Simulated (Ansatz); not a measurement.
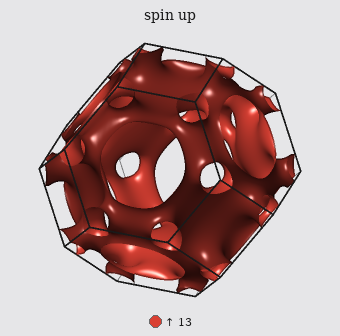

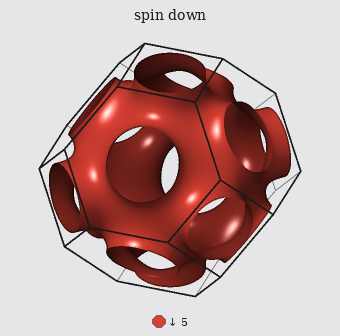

Spin-resolved Fermi surfaces of Eu (space group Fm-3m, No. 225); the net moment is 7.6 μB per cell, and spin up is the majority channel.

All numbers here come from Ansatz 0.2.0, DFT PBE, scalar-relativistic, plane waves, PAW; levels and slopes on a dense k mesh at the converged density. Collinear spin polarisation. k mesh for the levels: 34×34×34. Unrelaxed database geometry. The cell comes from a database of computed structures, not from a measurement.

### How do the two spin channels differ at the Fermi level?

Spin up has one and spin down one band crossing, with 1.1 and 0.50 states/eV per cell, so (N↑ − N↓)/(N↑ + N↓) = 0.36.

The f electrons are treated as band states by a semilocal functional, which places them too near the Fermi level in most such compounds. The run ends with a net moment of 7.6 μB a cell, the order reached from its starting moments, not necessarily the lowest. Spin-orbit coupling is left out; with Eu it can split, shift or remove sheets. Necks and pockets thinner than about two mesh steps aren't resolved, so separate pockets may in truth be joined.
